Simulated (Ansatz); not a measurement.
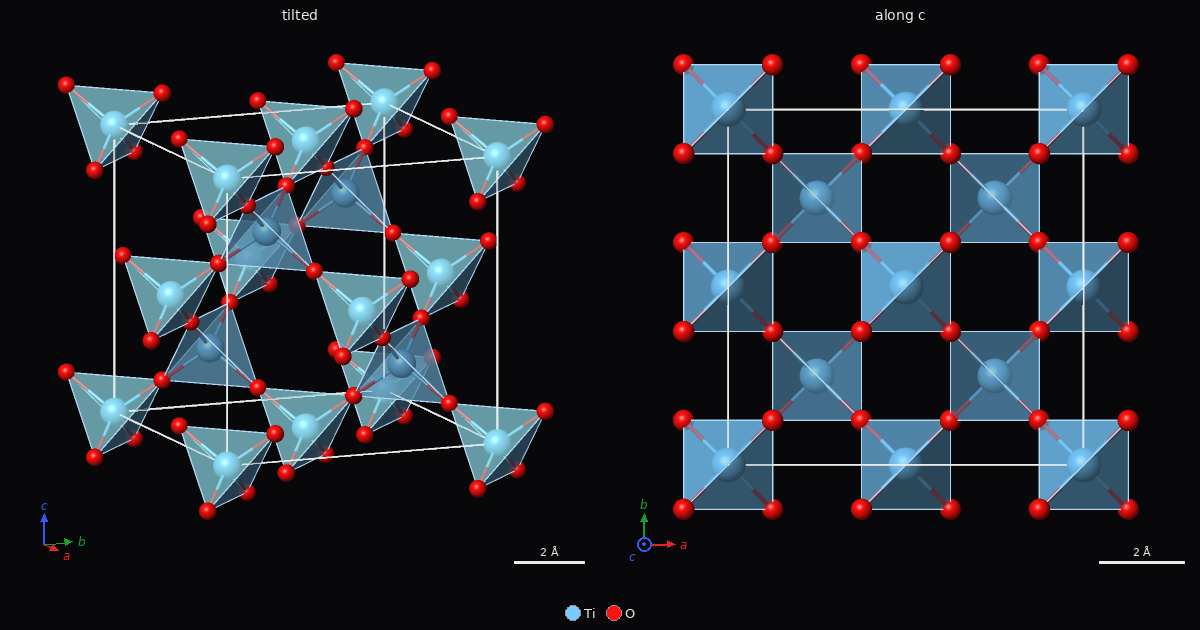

A polyhedral rendering, viewed slightly off an axis and along the c axis. Atoms at the boundary of the conventional unit cell (the box) are drawn once for each face, edge or corner they touch. Some neighbours outside the box are added. Cell: a = 8.39 Å, b = 8.39 Å, c = 8.39 Å, α = 90.00°, β = 90.00°, γ = 90.00°.

It goes back to a structure type filled with these elements by a generator (whether the compound takes this form wasn't checked). Earlier steps of the study may have refined or changed the cell and positions. An electronic-structure calculation with Ansatz was run on it.

> Explain the picture.

The formula is TiO2. The lattice is face-centred cubic and the space group Fd-3m (No. 227). Content of the cell: 8 Ti, 16 O (Z = 8). The polyhedra are TiO4 tetrahedra; they share corners. Ti is surrounded by four O in a tetrahedral arrangement at about 1.8 Å. Each O is bonded to two Ti in a linear arrangement at about 1.8 Å. The bonds build a three-dimensional framework.

The calculation used DFT r2SCAN, scalar-relativistic, plane waves, PAW (Ansatz 0.2.0), with plane waves up to 500 eV, k-points about 0.22 Å⁻¹ apart, Gaussian smearing of 0.02 eV, no spin polarisation.

> Metal or not?

An insulator at this level, with a gap of 3.70 eV, direct.

> State the Bader charges by element.

Ti +2.31 e; O -1.16 e.

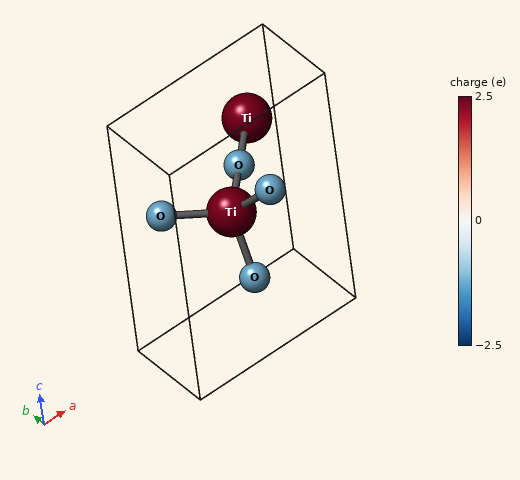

The atoms coloured by those charges. The run's cell of 6 atoms is drawn, so axes and origin can differ from the first picture.

> Can this geometry be taken as optimised?

No. All forces vanish to within 0.01 eV/Å. The pressure is -1.7 GPa, so the cell would contract.
